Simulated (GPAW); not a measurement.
AlN (P6_3mc): refractive index against wavelength

The refractive index of AlN (P6_3mc) along x below the direct gap (4.14 eV on the mesh) is read from one computed spectrum, n = √(Re ε). x, y and z are the Cartesian axes of the input cell.

Cell: a, b, c = 3.113, 3.113, 4.981 Å (primitive vectors), 4 atoms.

Method: GPAW 26.7.0, PBE, RPA, k-mesh 12×12×6, local fields up to 50 eV, Lorentzian half width 0.15 eV.

Launch of the response step: `OMP_NUM_THREADS=1 python df.py`. The run took 64 s, its band step included, on 1 thread of Intel(R) Xeon(R) Platinum 8488C (Sapphire Rapids) (shared host).

```tsv
wavelength (nm)	photon energy E (eV)	n
1310	0.946	2.0794
1064	1.165	2.0848
850	1.459	2.0938
700	1.771	2.1061
633	1.959	2.1149
532	2.331	?
450	2.755	2.1667
```

In the single-oscillator model n² − 1 = E₀E_d/(E₀² − E²), so 1/(n² − 1) = E₀/E_d − E²/(E₀E_d) is linear in E².

Working, on the rows shown:

| x = E² (eV²) | y = 1/(n² − 1) |
| --- | --- |
| 0.895757 | 0.300851 |
| 1.35784 | 0.298829 |
| 2.12762 | 0.295508 |
| 3.13716 | 0.291065 |
| 3.83641 | 0.287952 |
| 7.59115 | 0.270666 |

Means: x̄ = 3.1577, ȳ = 0.29081. Σ(x − x̄)(y − ȳ) = -0.1332, Σ(x − x̄)² = 29.53. Slope = -0.1332 / 29.53 = -0.004511; intercept = ȳ − slope · x̄ = 0.30506. Turned back into n, the line misses the rows shown by at most 0.00058.

Q: Fill in the last column of the withheld row.

A: At x = 5.4314 the line gives y = 0.28055, that is 2.1364. The run gave 2.1359, so the interpolation is off by 0.00054, 0.6 % of the range in the table.

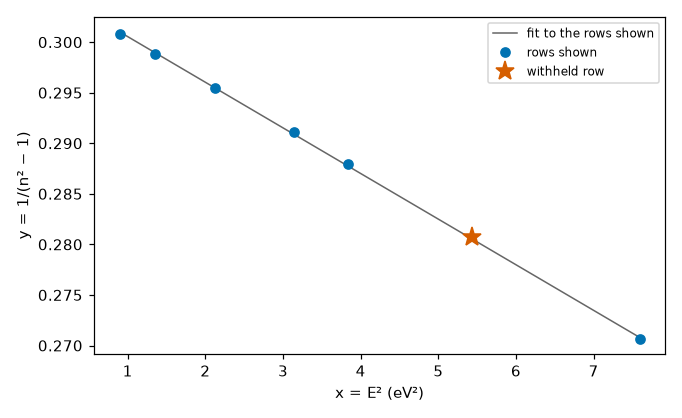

Refitted with all rows, the slope is -0.004501 and the intercept 0.30505. These give E₀ = √(intercept/−slope) = 8.23 eV and E_d = E₀/intercept = 27.0 eV; E₀ is 2.0 times the direct gap. The electronic limit at long wavelengths, without lattice vibrations, is n = √(1 + 1/intercept) = 2.068. The cell comes from an older database entry, whose edges can be off by a per cent or so. Excitons are left out; PBE gaps are as a rule too small. The values come from a sum over the points of one k-mesh and carry its error, which grows as the direct gap shrinks.

[Logs are printed without paths, hosts, clocks, repeated set-up lines and the standing remarks that a program may print on its own settings, such as how far it seeks lower states.]
